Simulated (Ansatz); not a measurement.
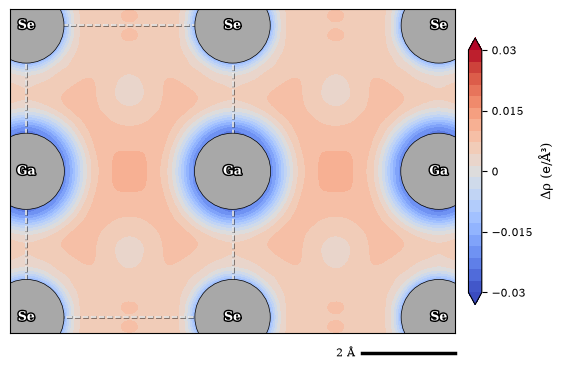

Ga$_{3}$Se. Difference of the valence pseudo-densities of two functionals at the same geometry, on the (110) plane of the calculation cell: one of BLYP and PBE0 less the other.

Both computed with Ansatz (plane waves, PAW), on the same k-point mesh. Grey discs cover the atomic cores.

```cif
data_structure
_symmetry_space_group_name_H-M 'P 1'
_symmetry_Int_Tables_number 1
_cell_length_a 4.4325
_cell_length_b 4.4325
_cell_length_c 4.4325
_cell_angle_alpha 90.000
_cell_angle_beta 90.000
_cell_angle_gamma 90.000
_cell_volume 87.08
loop_
_atom_site_label
_atom_site_type_symbol
_atom_site_fract_x
_atom_site_fract_y
_atom_site_fract_z
_atom_site_occupancy
Se1 Se 0.00000 0.00000 0.00000 1
Ga1 Ga 0.50000 0.50000 0.00000 1
Ga2 Ga 0.50000 0.00000 0.50000 1
Ga3 Ga 0.00000 0.50000 0.50000 1
```

Question: Which was subtracted from which, and what does the map show?

Answer: It is PBE0 less BLYP. Against BLYP, PBE0 gives less density around Ga (−0.017 e/Å³ on average at 1.0 Å from the nucleus), more density in the space between the atoms (+0.007 e/Å³ on average) and a change of +0.004 e/Å³ at the midpoint of Ga–Se.
